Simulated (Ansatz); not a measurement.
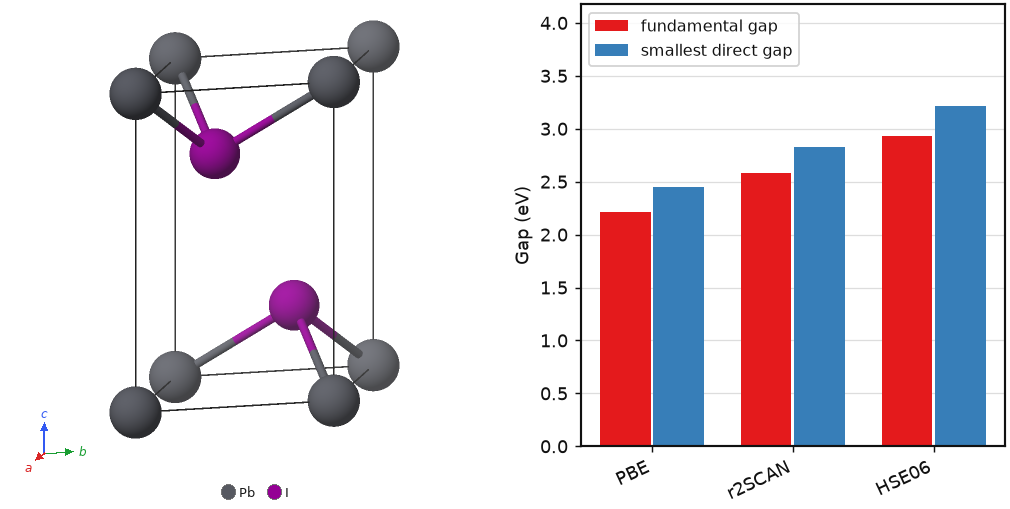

Gaps of PbI$_{2}$, space group P-3m1, 3 atoms in the cell, hydrostatic strain +5.4%, at several levels of theory on one cell (Ansatz, plane waves and PAW; edges over the mesh and the special points).

Q: How does the gap depend on the level, and does its kind change?

A: In rising order: PBE 2.21 eV, r2SCAN 2.58 eV and HSE06 2.93 eV. It is indirect at every level.
